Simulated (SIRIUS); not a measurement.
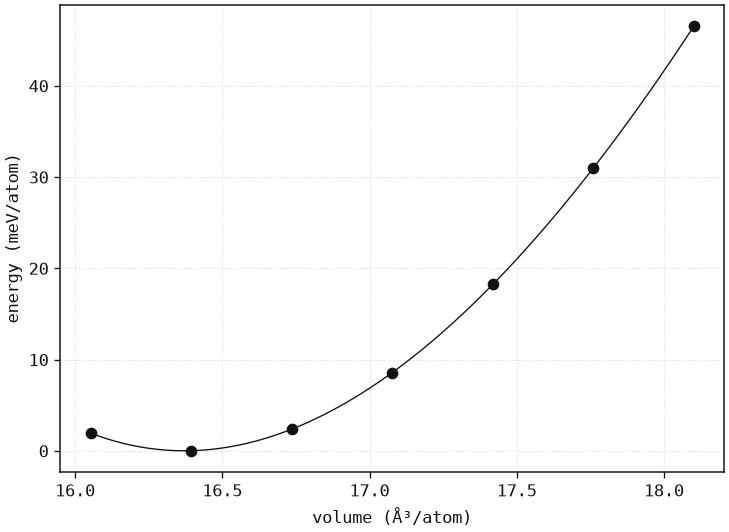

Energy against volume for ScAl₃, space group Pm-3m (No. 221).

A third-order Birch–Murnaghan fit gives V0 = 16.37 Å³/atom, B0 = 97 GPa and B′ = 4.2. The energy is 1.94 meV/atom at volume 16.05 Å³/atom and 46.55 meV/atom at 18.10 Å³/atom; the lowest computed point is at volume 16.39 Å³/atom (0.03 meV/atom), in a single well.

How it was computed, with SIRIUS 7.12.0: all-electron LAPW DFT, no spin polarisation; energies at scaled volumes of the given cell, shape and fractions fixed, counted from the fit's minimum, third-order Birch-Murnaghan fit. Level: LDA.

- k mesh: 7×7×7
- occupations: Fermi–Dirac
- smearing width: 0.05 eV
- potentials: all electron FP LAPW
- program settings: basis apw+lo standard, gk cutoff 3.67 1/bohr, pw cutoff 20 1/bohr

Cell as given: a = 4.088 Å, b = 4.088 Å, c = 4.088 Å, α = 90.00°, β = 90.00°, γ = 90.00°; 4 atoms.
